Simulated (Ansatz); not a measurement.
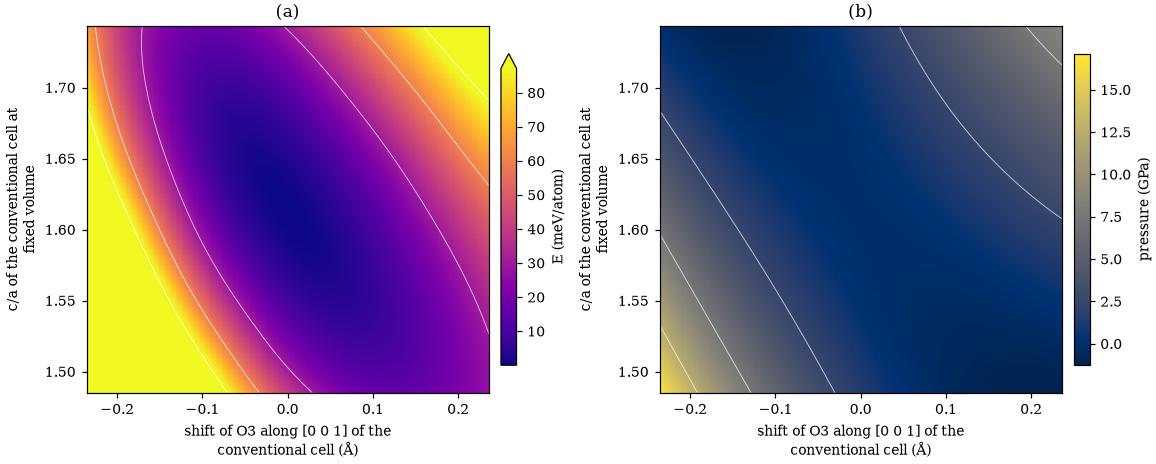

ZnO (P6_3mc, No. 186; 4 atoms in the cell). 
- The energy is mapped over a free internal coordinate and the cell.
- First axis: shift of O3 along [0 0 1] of the conventional cell, Cartesian (0 0 1), its symmetry partners moved as symmetry demands (measured in the relaxed cell). Second axis: c/a of the conventional cell at fixed volume.
- Nothing is relaxed (all other coordinates fixed).
- Grid: 7 × 7 points.
- Points are written as (first, second).
- All energies are given in meV/atom relative to the lowest grid point.
- All numbers below come from Ansatz, DFT PBEsol, scalar-relativistic, plane waves, PAW. Settings: cutoff 520 eV, k-mesh 9×9×6 in the order of the run's cell vectors, gaussian smearing 0.05 eV, no spin polarisation.

Panel (a) is the energy and panel (b) the computed pressure on the same grid.

Drawn: a smooth colour map with a few white contour lines, one colour for all values above the top of the scale. Between grid points the surface is interpolated.

Q: How does the pressure vary over the map, and what is it at the lowest grid point?

A: It runs from −1.3 GPa at (0.236 Å, 1.485) to 17.1 GPa at (−0.236 Å, 1.485). At the lowest grid point, (0.000 Å, 1.614), it is 0.0 GPa.

PAW datasets: the set soft_1.
